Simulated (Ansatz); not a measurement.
**Geometry relaxation, with input and output: NbAs2 (part 1 of 3)**

The run: geometry relaxation of NbAs2 (slab, 12 atoms in the cell). Method and program: DFT PBEsol, scalar-relativistic, plane waves, PAW, no spin polarisation (Ansatz 0.2.0).

The structure derives from an entry of the Crystallography Open Database. The input holds or restrains some coordinates. Forces given for the steps count only the free coordinates. It belongs to a series of runs on one base structure; here: clean slab, lower half held. Figures and captions count atoms from 1; the log counts them from 0 in places.

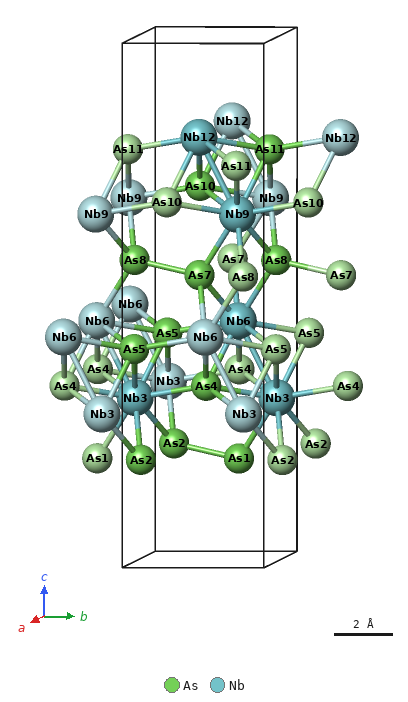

**Figure 1.** The input geometry (ball-and-stick view of the cell of the calculation, with the vacuum cut short, seen slightly off an axis; neighbours outside the cell are drawn fainter; atoms are numbered from 1 in the order of the input). An atom can appear more than once, as a periodic image.

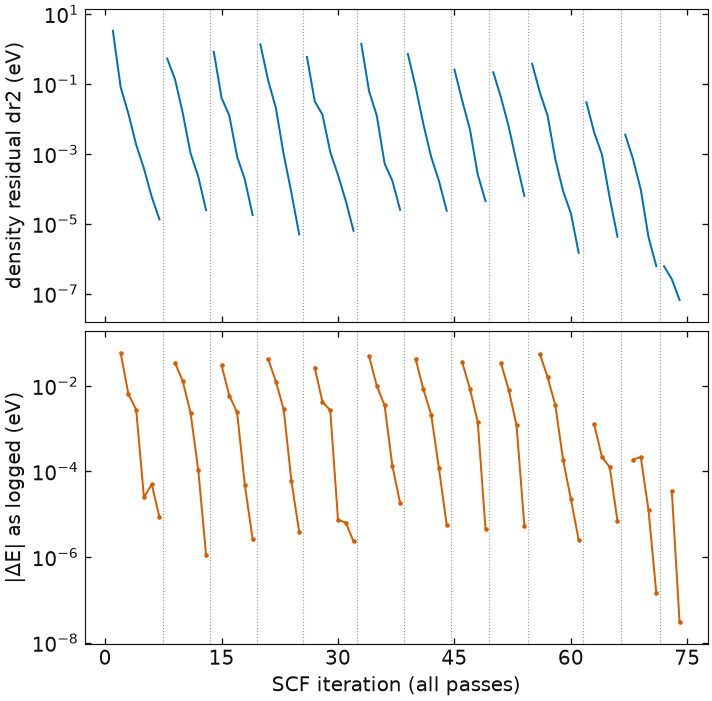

**Figure 2.** Convergence of the self-consistent field: density residual dr2 and size of the energy change against the SCF iteration. The dotted lines part the SCF passes of the relaxation: geometry steps, rejected trials and re-solves on a re-selected basis. The 13 passes take 3 to 7 iterations each, 74 in all.

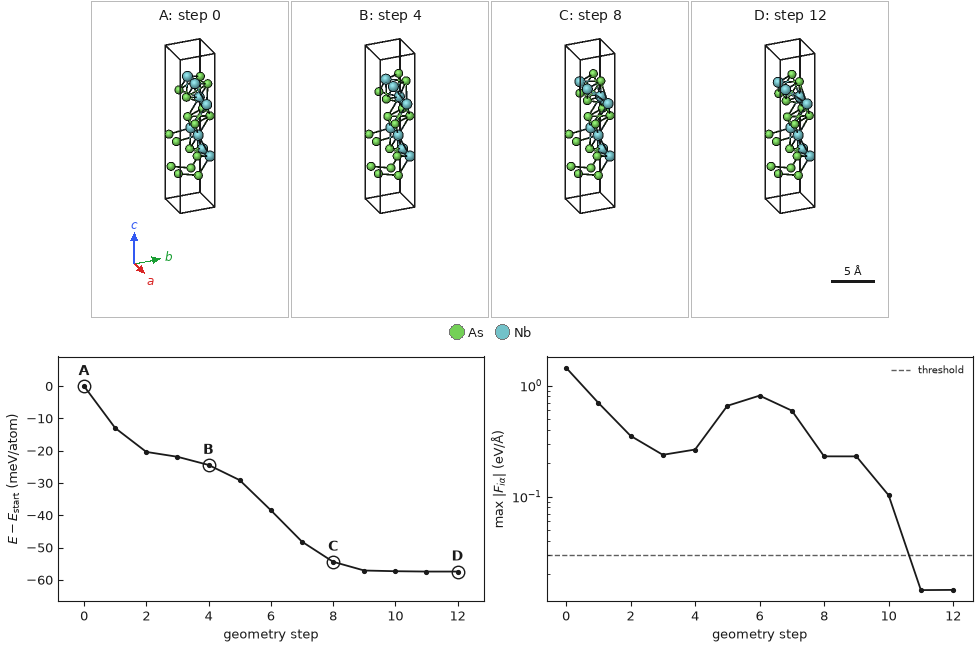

**Figure 3.** Frames of the restrained relaxation (ball-and-stick view of the 2 × 1 repeat of the cell, with the vacuum cut short, seen slightly off an axis) above the curves, on which the letters mark them (the first geometry is step 0 here and step 1 in the log).

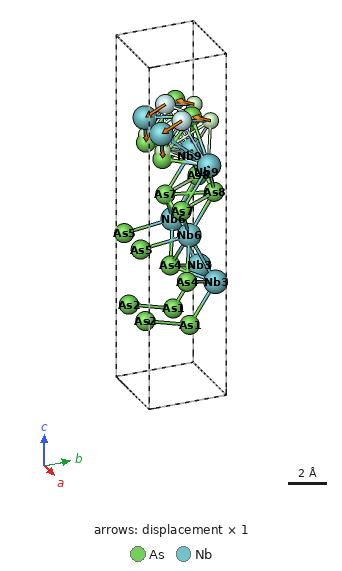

**Figure 4.** Start (faint) and end (solid) with the displacements as orange arrows, at true length (ball-and-stick view of the 2 × 1 repeat of the cell, with the vacuum cut short, seen slightly off an axis). After 12 geometry steps the energy has fallen by 57.4 meV per atom. The largest force component goes from 1.5 to 0.015 eV/Å. The largest move is that of Nb12, 1.29 Å. By element the largest moves are Nb 1.29 Å, As 1.07 Å. The cell doesn't change. Distances before and after: As10–As11 2.981 → 2.740 Å, Nb9–Nb12 3.014 → 3.231 Å, As10–Nb12 2.720 → 2.554 Å, Nb9–As11 2.720 → 2.880 Å. Among the angles that change: Nb9–Nb12–As11 105.9° → 151.9°, As10–As11–Nb12 163.1° → 117.5°, As10–Nb12–As11 68.1° → 107.6°. (Atoms are counted from 1 in the order of the input.)

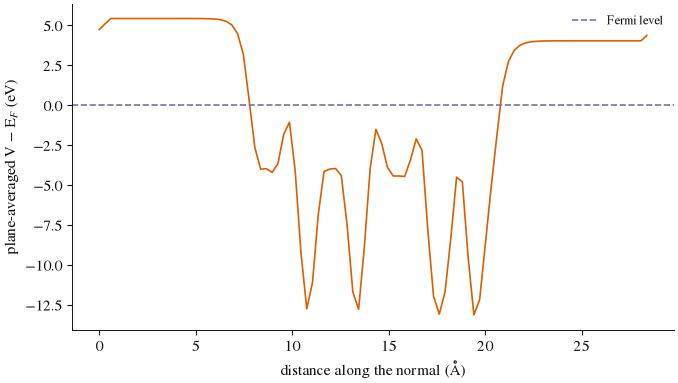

**Figure 5.** Plane average of the electrostatic potential energy of an electron across the cell, from the Fermi level. The vacuum level lies 4.03 eV above the Fermi level on the upper side and 5.43 eV on the lower.

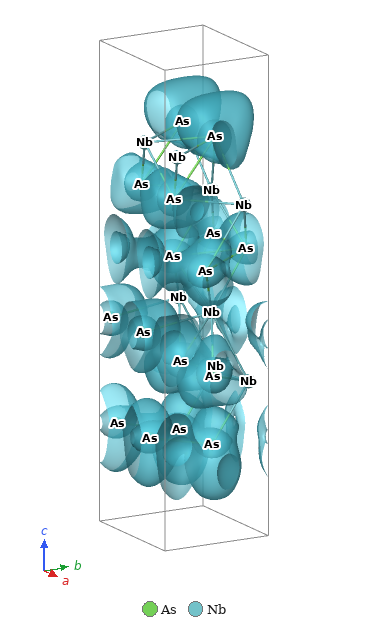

**Figure 6.** Isosurface of the ELF at 0.55 (cyan), seen slightly off an axis. Core shells and regions of very low density are left out. Sticks mark near contacts. Along the contacts the grid gives the following. As–As (2.45 Å): the ELF peaks at about 0.65 between the atoms. Nb–As (2.55 Å): the ELF is about 0.45 at the midpoint. In a PAW calculation such maps are meaningful between the atoms, not at the nuclei.

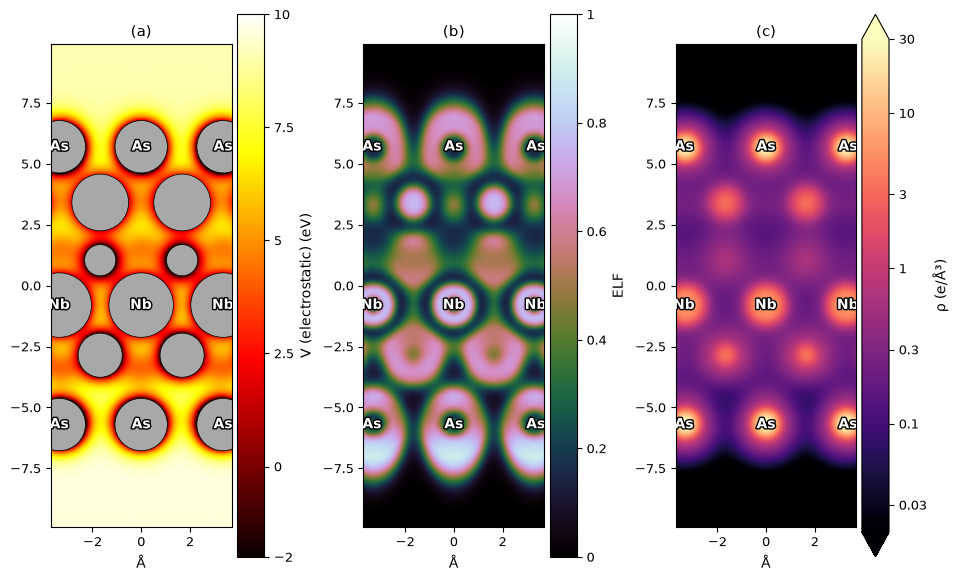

**Figure 7.** (a) electrostatic potential energy of an electron; (b) electron localisation function; (c) valence electron density on the (010) plane of the calculation cell, a cut from vacuum to vacuum. Grey discs, where drawn, cover atomic cores. Atoms in the plane: As and Nb. The density dies away to nearly zero in the vacuum. The strong features right at Nb lie inside the PAW spheres (semicore, d or f shells) and say nothing about bonding.

The input that produced these results follows, with the program's output.

The input:
```yaml
crystal:
  lattice:
    - [3.3614136302, 0.0, 0.0]
    - [-1.6807068151, 4.6665806838, 0.0]
    - [0.0, 0.0, 28.6760351336]
  atoms:
    - { symbol: As, position: [0.3339346666, 0.6678693332, 0.2964147575] }
    - { symbol: As, position: [0.0746752989, 0.1493505979, 0.3097806753] }
    - { symbol: Nb, position: [0.4855068743, 0.9710137487, 0.3749902282] }
    - { symbol: As, position: [0.7695803228, 0.5391606456, 0.395633243] }
    - { symbol: As, position: [0.0476396083, 0.0952792166, 0.4467522087] }
    - { symbol: Nb, position: [0.3317130568, 0.6634261135, 0.4673952236] }
    - { symbol: As, position: [0.7425446322, 0.4850892643, 0.5326047764] }
    - { symbol: As, position: [0.4832852645, 0.966570529, 0.5459706942] }
    - { symbol: Nb, position: [0.8941168399, 0.7882336798, 0.6111802471] }
    - { symbol: As, position: [0.1781902883, 0.3563805767, 0.6318232619] }
    - { symbol: As, position: [0.4562495739, 0.9124991477, 0.6829422277] }
    - { symbol: Nb, position: [0.7403230223, 0.4806460446, 0.7035852425] }
basis:
  ecutwfc: 420
kpoints:
  mp_grid: { grid: [9, 6, 1] }
hamiltonian:
  xc: pbesol
scf:
  occupations: { method: gaussian, width: 0.1 }
output:
  forces: true
  eigenvalues: true
  write_density: true
  write_potential: true
  elf: true
  volumetric_format: npy
relax:
  adjacent_minimum: "off"
  f_tol: 0.03
  max_steps: 70
  constraints: [{ sites: [0, 1, 2, 3, 4, 5] }]
efield:
  axis: 3
  dipole_correction: true
  ramp_width: 0.04
```

Launch command:
```bash
ansatz run input.yaml --threads 4 --pin off --max-ram 10240MiB --backend cpu --events-out ev --progress --plain --runs-dir out
```

The program's output:
```
Warning: crystal.symmetry: narrowed to the stabiliser of the k-point mesh — unitary ops 2 → 1; excluded 1 operation that carries a point of the 9×6×1 mesh (shift [0, 0, 0]) off the mesh (the run samples exactly the mesh kpoints.mp_grid names, as under crystal.symmetry.detect: false, and its converged state has the mesh's symmetry, not the crystal's; ε∞, the Born charges and the force constants of a linear response (`dielectric:` by the response, `phonons.method: dfpt`) are averaged over those of the crystal's operations that the state keeps within a tolerance, where `mesh_tensors`, `unaveraged_element` or `gamma_mean_max_change_ev_ang2` stands beside them; a row that `dielectric.field_direction` solves alone is averaged likewise, with nothing beside; a Γ-centred mesh of equal divisions is mapped onto itself by every operation and keeps the whole group, as does a half-shifted one under kpoints.further_shifts: images)
Engine: ansatz 0.2.0, x86_64-unknown-linux-gnu
Pseudopotentials: kind: paw
Pseudopotential: As, paw, valence charge 15, recommended cutoff 420 eV (normal), As.paw.azcp
Pseudopotential: Nb, paw, valence charge 13, recommended cutoff 420 eV (normal), Nb.paw.azcp
Functional definition: PBEsol
  exchange = pbesol_x
  correlation = pbesol_c
Crystal: 12 atoms, lattice volume = 449.821 Å³
Basis set: ecut = 420 eV, 8861 PW (Γ), exchange–correlation on 48×72×384 points (8 copies of the dense FFT grid, shifted against one another)
Bands: 104, of which v1, the nominal top of the filled ones, is band 86 counted from 1 (85 counted from 0)
Symmetry: 1 space group operations
k-points: 28 of 54 (time reversal used)
Non-local potential: As, projectors of the file, l = 0: 2, l = 1: 2, l = 2: 3, l = 3: 1
Non-local potential: Nb, projectors of the file, l = 0: 3, l = 1: 2, l = 2: 2, l = 3: 1
PAW form: soft (Blöchl's): semilocal exchange-correlation on the pseudo side does not see the compensation charge
PAW frozen core: As, regenerated for the run's functional, and the local potential with it (the file was generated under x = pbe(κ = 0.804, μ = 0.2195149727645171), c = pbe(β = 0.06672455060314922))
PAW frozen core: Nb, regenerated for the run's functional, and the local potential with it (the file was generated under x = pbe(κ = 0.804, μ = 0.2195149727645171), c = pbe(β = 0.06672455060314922))
PAW one-centre angular grid: As, 590 points (default); XC on 64 Gauss nodes
PAW one-centre angular grid: Nb, 590 points (default); XC on 64 Gauss nodes
Initial density: superposition of atomic densities (neutral atoms: chi_scale 0, normalization atom), corrected by the library's trained network
Initial wavefunctions: pseudopotential atomic-orbital guess
Functional: x = pbesol(κ = 0.804, μ = 0.12345679012345678), c = pbesol(β = 0.046)
SCF iter   1: F=—  HF=-56488.910939 eV  |F-HF|=—  |Δ(HF+E_count)|=         —  Δρ=5.84e-3  dr2=3.34e0  ethr=1.77e-3  p=0.128 e·Å  D=5.15e-2 V/Å  ΔV_dip=-1.48 eV  dr2_dipole=2.10e0  V_vac-E_F(+/−)=3.76/5.24 eV  ⟨swp⟩=7.4  Hψ=11084  notcnv=0  defer=21
efield: sawtooth ramp at fractional position 0.9800 (placed from the atoms, in the widest stretch of the axis that holds none; the zero of the levels goes with the place), width 0.0400; the density the first Hamiltonian is built on has a dipole p = 0.128 e·Å; the dipole correction subtracts the counter field D = 5.15e-2 V/Å, which shifts the + side's vacuum level by -1.48 eV against the − side's; the planar-averaged density in the ramp window peaks in size at 1.0e-5 e/Å³
preconditioner: auto → LDOS  [metal: Δε(μ)=0.026 eV  Ē_g=7.292 eV  σ=0.100 eV  W_gap=0.15  n_scr=98 (ndim 8)  ℏωp=13.6 eV  f_vac=0.484  D(μ)=8.29/eV (n_scr^D=38)  β→1.0]
SCF iter   2: F=—  HF=-56488.852410 eV  |F-HF|=—  |Δ(HF+E_count)|=   5.85e-2  Δρ=2.19e-3  dr2=8.13e-2  ethr=1.77e-3  p=0.178 e·Å  D=7.16e-2 V/Å  ΔV_dip=-2.05 eV  dr2_dipole=1.68e-2  V_vac-E_F(+/−)=3.37/5.42 eV  ⟨swp⟩=2.0  Hψ=3495  notcnv=0  defer=190
SCF iter   3: F=—  HF=-56488.846056 eV  |F-HF|=—  |Δ(HF+E_count)|=   6.35e-3  Δρ=9.63e-4  dr2=1.42e-2  ethr=4.73e-5  p=0.182 e·Å  D=7.34e-2 V/Å  ΔV_dip=-2.10 eV  dr2_dipole=7.53e-5  V_vac-E_F(+/−)=3.34/5.45 eV  ⟨swp⟩=3.0  Hψ=5441  notcnv=0  defer=275
SCF iter   4: F=—  HF=-56488.843279 eV  |F-HF|=—  |Δ(HF+E_count)|=   2.78e-3  Δρ=2.63e-4  dr2=1.83e-3  ethr=8.27e-6  p=0.185 e·Å  D=7.45e-2 V/Å  ΔV_dip=-2.14 eV  dr2_dipole=5.50e-7  V_vac-E_F(+/−)=3.30/5.43 eV  ⟨swp⟩=2.2  Hψ=5224  notcnv=0  defer=156
SCF iter   5: F=—  HF=-56488.843304 eV  |F-HF|=—  |Δ(HF+E_count)|=   2.47e-5  Δρ=1.73e-4  dr2=3.85e-4  ethr=1.06e-6  p=0.190 e·Å  D=7.64e-2 V/Å  ΔV_dip=-2.19 eV  dr2_dipole=7.08e-7  V_vac-E_F(+/−)=3.25/5.44 eV  ⟨swp⟩=3.0  Hψ=4013  notcnv=0  defer=156
SCF iter   6: F=—  HF=-56488.843254 eV  |F-HF|=—  |Δ(HF+E_count)|=   5.03e-5  Δρ=5.76e-5  dr2=5.96e-5  ethr=2.24e-7  p=0.192 e·Å  D=7.72e-2 V/Å  ΔV_dip=-2.21 eV  dr2_dipole=2.34e-6  V_vac-E_F(+/−)=3.22/5.44 eV  ⟨swp⟩=2.6  Hψ=3726  notcnv=0  defer=156
SCF iter   7: F=-56488.843255 eV  HF=-56488.843262 eV  |F-HF|=7.37e-6  |Δ(HF+E_count)|=   8.52e-6  Δρ=2.83e-5  dr2=1.34e-5  ethr=1.31e-8  p=0.193 e·Å  D=7.76e-2 V/Å  ΔV_dip=-2.22 eV  dr2_dipole=1.60e-8  V_vac-E_F(+/−)=3.21/5.44 eV  ⟨swp⟩=21.7  Hψ=32037  notcnv=0
SCF 1 converged in 7 iterations: F = -56488.843255 eV  dr2 = 1.34e-5
  greatest PAW one-centre occupation: 0.999 electrons in one spin orbital (limit 2), on the As atom at site 7 (counted from 0), in its partial waves of l = 2
```
